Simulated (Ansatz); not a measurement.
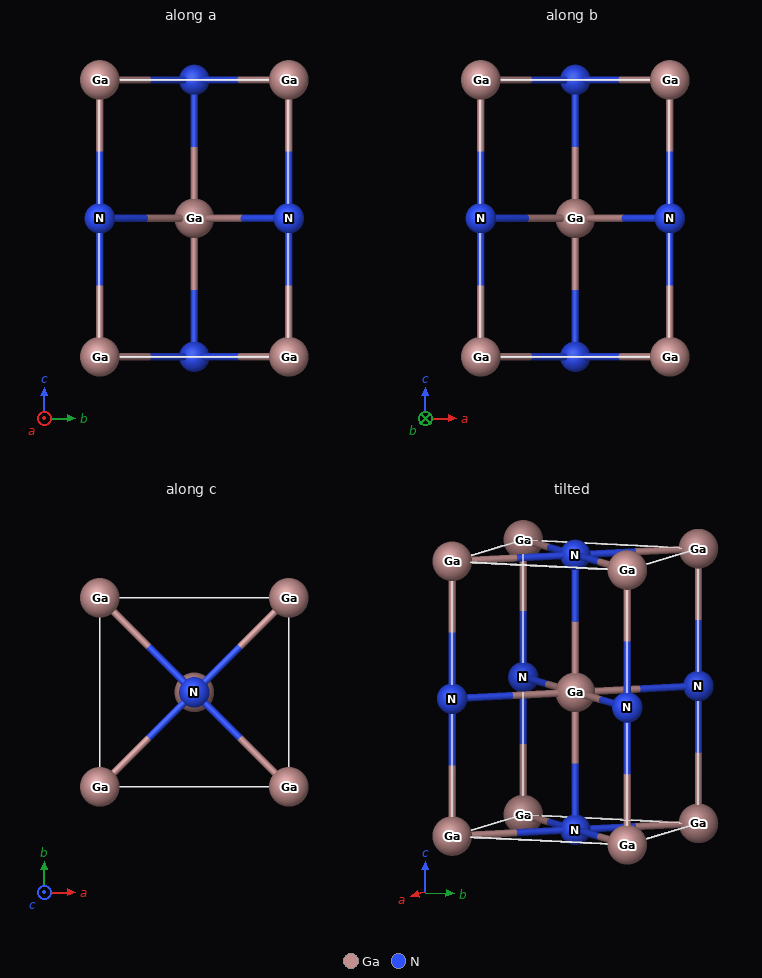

This ball-and-stick model is shown along the a axis, along the b axis, along the c axis and slightly off an axis. Atoms at the boundary of the conventional unit cell (the box) are drawn once for each face, edge or corner they touch.

Lattice parameters: a = 2.879 Å, b = 2.879 Å, c = 4.217 Å, α = 90.00°, β = 90.00°, γ = 90.00°. Put a along x and b in the xy plane.

Question: Transcribe the picture into a POSCAR file.

Answer:
```
Ga N
1.0
     2.879    0.000    0.000
     0.000    2.879    0.000
     0.000    0.000    4.217
Ga N
2 2
Direct
  0.0000 0.0000 0.0000
  0.5000 0.5000 0.5000
  0.5000 0.5000 0.0000
  0.0000 0.0000 0.5000
```

The model was built from a structure type filled with these elements by a generator (whether the compound takes this form wasn't checked). The cell was then strained or its atoms displaced on purpose. It was run through Ansatz as a DFT input.

At this level of theory the cell isn't at rest (compressed, at 29 GPa), so its distances can differ from those at equilibrium, the more so the softer the solid.
